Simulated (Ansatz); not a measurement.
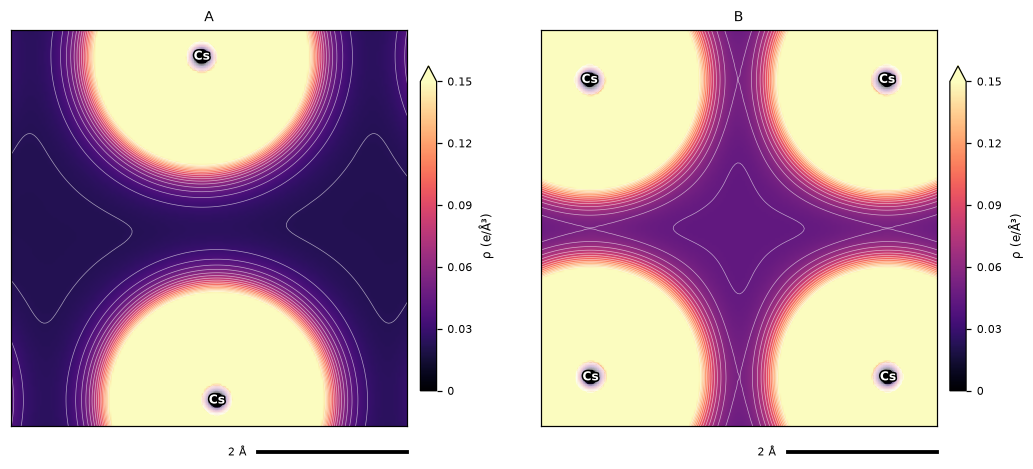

Cs. The valence pseudo-density of two cells that differ in size and shape, on the (11̄0) plane of each (indices in the axes of the calculation cell), at one length scale and on one colour scale; one has 44.7 and the other 67.7 Å³ an atom.

Space group I4/mmm; a structure from a database of computed crystals, not necessarily the ambient phase.

Computed with Kohn-Sham DFT of a periodic cell, PBEsol, Ansatz PAW (Ansatz).

Core electrons are frozen (PAW), and the valence fields are smoothed inside the atomic spheres.

### Which panel shows the smaller cell, and what does the compression change?

Panel B is the smaller cell, by 34 % in volume. From the larger cell to the smaller, Cs–Cs goes from 4.61 to 3.98 Å, and the density at its midpoint from 0.02 to 0.05 e/Å³; the pressure goes from 2.0 to 5.0 GPa.
